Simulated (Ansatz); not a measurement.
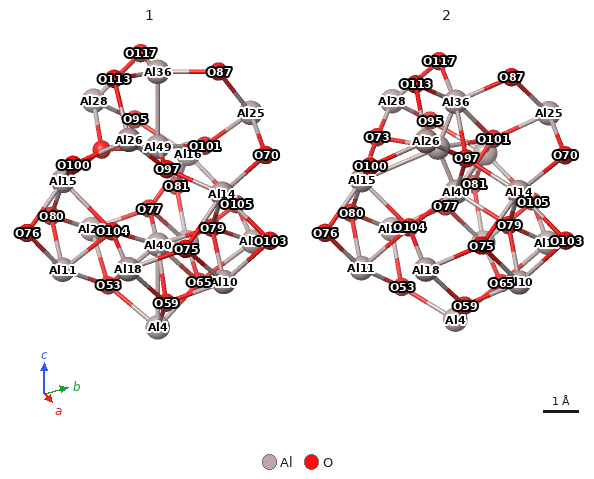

Two geometries of a defect cell of composition Al$_{49}$O$_{72}$ (cell charge +1), drawn at one scale. One is the start of a relaxation, the other its converged end. Style: ball-and-stick. Shown: the atoms within 4.2 Å of the atom that moves most (axes of the cell of the calculation (origin shifted)), slightly off an axis.

Level of theory: DFT, PBEsol, PAW, plane waves in Ansatz. Set-up: plane-wave cutoff 420 eV; k-point mesh 1 × 1 × 1; mesh shifted by (0.25, 0.25, 0.25); no spin polarisation; atoms relaxed in a fixed cell; force threshold 0.03 eV/Å; at most 80 steps.

> Which geometry has the lower energy?

Structure 1 is the relaxed one. The energy falls by 36.271 eV per cell of the calculation in 16 geometry steps. The largest force component goes from 40 to 0.025 eV/Å. The largest move is that of an Al atom, 1.57 Å along −c. Largest moves by element: Al 1.57 Å, O 0.77 Å. The cell stays as it was. Some distances before and after: Al–Al 1.447 → 2.913 Å, Al–O 3.436 → 2.044 Å, Al–O 3.407 → 2.044 Å, Al–Al 3.808 → 2.465 Å. New bonds form, among them: Al–O (3.41 → 2.04 Å), Al–O (3.42 → 2.04 Å), Al–O (3.44 → 2.04 Å). Bonds break, among them: Al–O (1.97 → 3.19 Å), Al–O (1.98 → 3.19 Å). Bond angles that change, for instance: Al–Al–O 135.3° → 93.8°, Al–O–Al 170.2° → 132.0°, Al–O–Al 75.0° → 112.7°. Cost: 18 s on 1 × NVIDIA GB200 with 8 threads of Arm Neoverse-V2, peak memory 1.9 GiB.

Limits of the set-up: the cell is charged, on a uniform background, and energies carry no finite-size correction.
